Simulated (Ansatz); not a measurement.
# Calculations on SiC

**1. Scan**

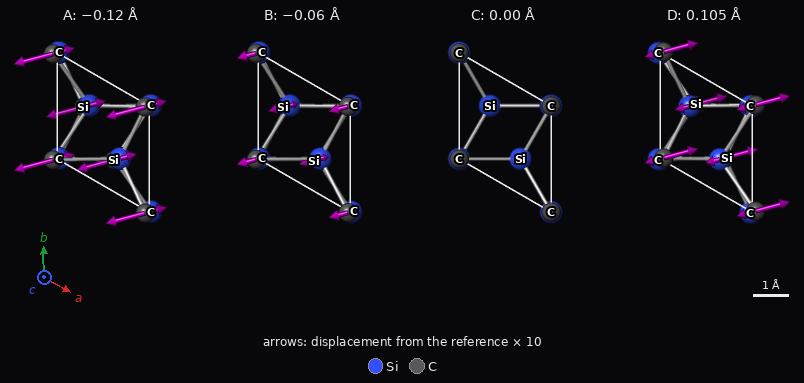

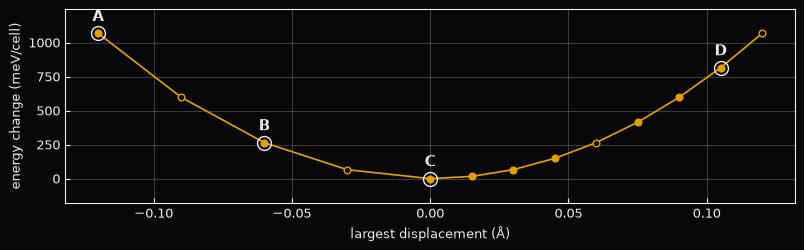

Energy scan for crystalline SiC (P6_3mc), in which a normal mode at the zone centre (one arbitrary combination within a set of 2 degenerate modes) is frozen in with the cell fixed, the amplitude being the largest displacement of an atom. The lettered frames are marked on the plot. Hollow markers are points alike by symmetry, not computed again. Style: ball-and-stick. Shown: the cell of the calculation, repeated 1 × 1 × 1 with one cell outlined, along the c axis. Purple arrows: displacements from the reference.

Theory: DFT PBE, scalar-relativistic, plane waves, PAW (Ansatz). (plane-wave cutoff 420 eV; k-point mesh 12 × 12 × 4; occupations gaussian; smearing width 0.05 eV; no spin polarisation). Energies (free energies at the smearing named) are counted from the relaxed crystal.

Read off the main features of the energy profile.

The harmonic wavenumber of the mode is 777 cm⁻¹, a stable vibration. The lowest computed point lies at the amplitude 0.00 Å (0 meV/cell). The well is symmetric. At the highest point the shortest interatomic distance is 1.74 Å, against 1.89 Å in the reference.

**2. Scan**

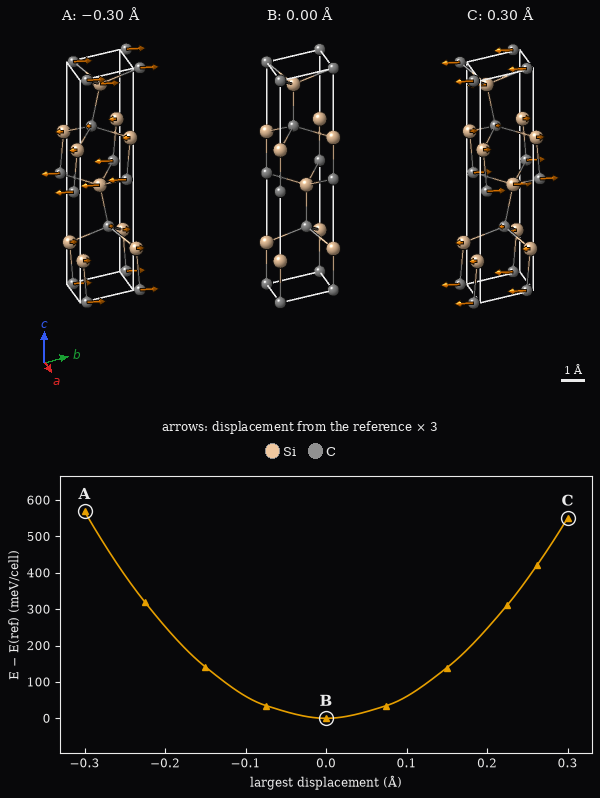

A scan of crystalline SiC (P6_3mc): a normal mode at the zone centre (one arbitrary combination within a set of 2 degenerate modes) is frozen in with the cell fixed, the amplitude being the largest displacement of an atom. The lettered frames are marked on the plot. The picture is a ball-and-stick view of the cell of the calculation, repeated 1 × 1 × 1 with one cell outlined, seen slightly off an axis. Orange arrows: displacements from the reference.

These are results of DFT PBE, scalar-relativistic, plane waves, PAW in Ansatz, not measurements. Set-up: plane-wave cutoff 420 eV; k-point mesh 12 × 12 × 4; occupations gaussian; smearing width 0.05 eV; no spin polarisation. Energies (free energies at the smearing named) are counted from the relaxed crystal.

What does the scan show?

The harmonic wavenumber of the mode is 190 cm⁻¹, a stable vibration. The lowest computed point lies at the amplitude 0.00 Å (0 meV/cell). The well is nearly symmetric. At the highest point the shortest interatomic distance is 1.85 Å, against 1.89 Å in the reference.

**3. Energy map**

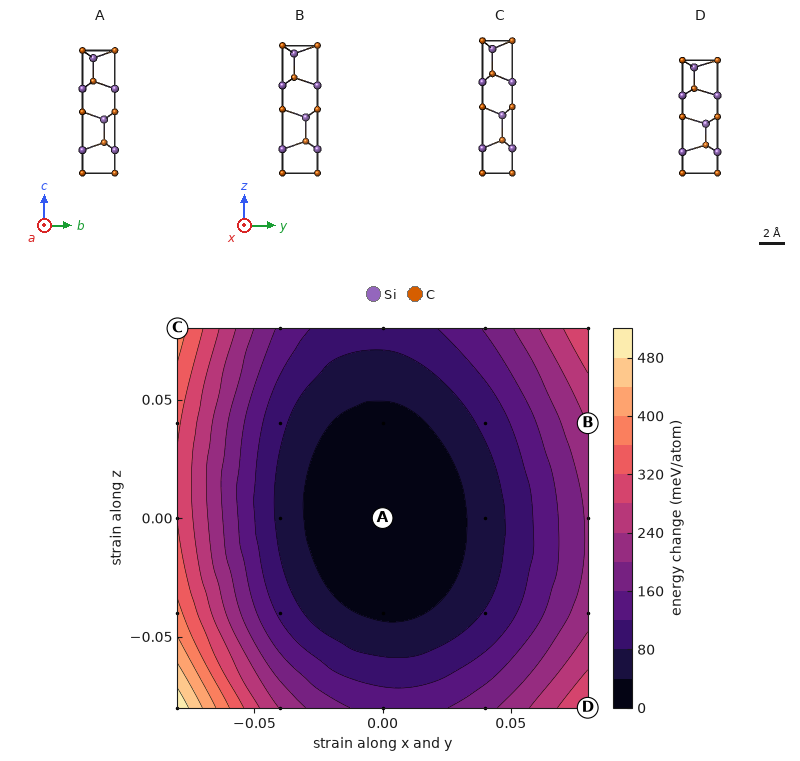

Energy scan for solid SiC (P6_3mc), in which the cell is strained equally along x and y and separately along z, with the atoms kept at their fractional coordinates. x, y and z are the Cartesian axes of the input. The map is interpolated between the computed points (dots). The lettered frames are marked on it. Style: ball-and-stick. Shown: the cell of the calculation, repeated 1 × 1 × 1 with one cell outlined, along the a axis.

All numbers below come from DFT PBE, scalar-relativistic, plane waves, PAW (Ansatz 0.2.0). Settings: plane-wave cutoff 420 eV; k-point mesh 12 × 12 × 4; occupations gaussian; smearing width 0.05 eV; no spin polarisation. Energies (free energies at the smearing named) are counted from the relaxed crystal.

Where is the lowest point of the map, and what else does it tell?

In pairs of (strain along x and y; strain along z): the lowest computed point lies at (0.000, 0.000) (0 meV/atom), the highest at (−0.080, −0.080) (511 meV/atom).  Over the ranges scanned the energy rises more along the first axis, the in-plane strain. The pressure runs from −30.8 GPa at (0.080, 0.080) to 86.0 GPa at (−0.080, −0.080). The frames lie at A (0.000, 0.000): 0 meV/atom, B (0.080, 0.040): 242 meV/atom, C (−0.080, 0.080): 380 meV/atom, D (0.080, −0.080): 322 meV/atom.

The computed points:

Rows: strain along x and y; columns: strain along z; values in meV/atom.

```csv
,−0.080,−0.040,0.000,0.040,0.080
−0.080,511,373,319,327,380
−0.040,238,113,71,90,154
0.000,147,33,0,27,97
0.040,188,83,57,89,164
0.080,322,225,205,242,319
```

**4. One mode**

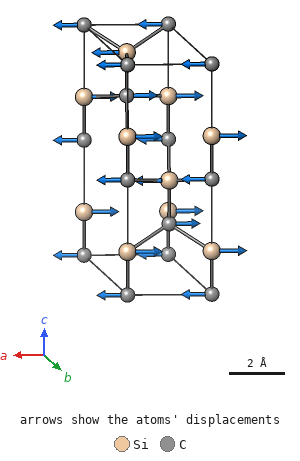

One vibrational mode of crystalline SiC at the zone centre. The blue arrows are the displacements of the atoms (eigenvector over the root of the mass), of arbitrary overall length and sign. A ball-and-stick model of the cell of the calculation, seen from a free direction.

Method: DFT PBE, scalar-relativistic, plane waves, PAW in Ansatz 0.2.0.

The input:
```yaml
crystal:
  lattice:
    - [3.0941201807, 0.0, 0.0]
    - [-1.5470600903, 2.6795866789, 0.0]
    - [0.0, 0.0, 10.1293391985]
  atoms:
    - { symbol: Si, position: [0.6666666667, 0.3333333333, 0.9378441878] }
    - { symbol: Si, position: [0.3333333333, 0.6666666667, 0.4378441878] }
    - { symbol: Si, position: [0.0, 0.0, 0.6878995565] }
    - { symbol: Si, position: [0.0, 0.0, 0.1878995565] }
    - { symbol: C, position: [0.6666666667, 0.3333333333, 0.7498074459] }
    - { symbol: C, position: [0.3333333333, 0.6666666667, 0.2498074459] }
    - { symbol: C, position: [0.0, 0.0, 0.5004478098] }
    - { symbol: C, position: [0.0, 0.0, 0.0004478098] }
basis:
  ecutwfc: 420
kpoints:
  mp_grid: { grid: [12, 12, 4] }
hamiltonian:
  xc: pbe
scf:
  occupations: { method: gaussian, width: 0.05 }
output:
  eigenvalues: true
phonons:
  method: fd
  supercell: [1, 1, 1]
  amplitude: 0.02
  eigenvectors: true
  dielectric: false
```

Launched with:
```bash
ansatz run input.yaml --threads 2 --pin off --max-ram 5120MiB --backend cpu --events-out ev --progress --plain --runs-dir out
```

Frequencies are those without the non-analytic (LO–TO) term.

Q: Describe the mode and give its frequency.

A: This is the E₁ mode (doubly degenerate; one member of the set is drawn) at 257 cm⁻¹, optical level 3 of 14, counted from below, infrared- and Raman-active by symmetry. The Si (2b) and C (2a) sublattices move against the Si (2a) and C (2b) sublattices, along a; it mainly bends the C–Si bonds; the kinetic energy is shared as Si 74 %, C 26 %.
